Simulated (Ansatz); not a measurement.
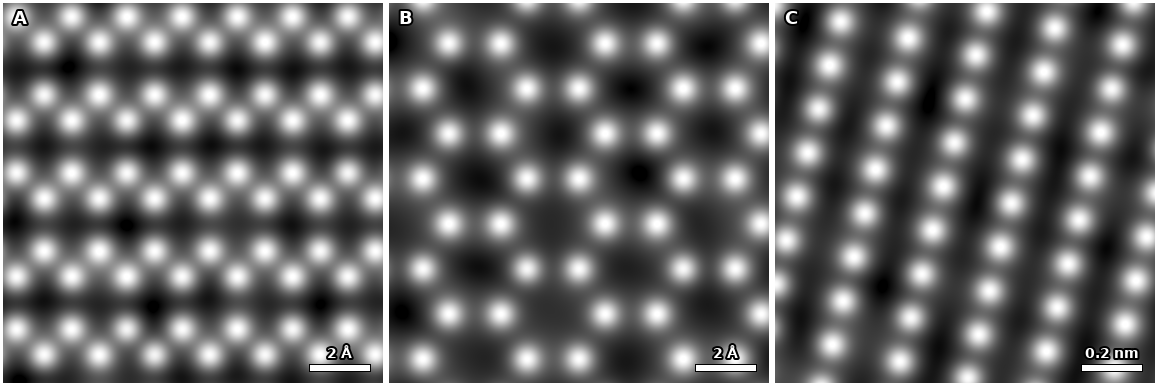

Three views of Ge (P6_3/mmc, No. 194) along different zone axes. Simulated as the projected potential of neutral atoms (B = 0.5 Å²) blurred by a 0.54 Å probe, the thin-sample limit of integrated differential phase contrast. The display is stretched by a gamma of 0.65; percentages refer to the linear signal. The speckle of an amorphous layer was added. Model: coordinates from a relaxation with Ansatz 0.2.0, DFT, revPBE, plane waves (420 eV) with PAW, scalar-relativistic; the starting structure was generated, so it need not be a known form of this composition.

```
Ge
1.0
     3.08559    0.00000    0.00000
    -1.54279    2.67220    0.00000
     0.00000    0.00000    4.77982
Ge
2
Direct
  0.33333 0.66667 0.25000
  0.66667 0.33333 0.75000
```

Question: Match the panels to the zone axes [001], [201] and [210].

Answer: A is [201]: projected cell 1.89 × 2.83 Å, 109°, plane group c2mm. B is [001]: projected cell 3.09 × 3.09 Å, 120°, plane group p6mm. C is [210]: projected cell 1.54 × 2.39 Å, 90°, plane group p2mm.
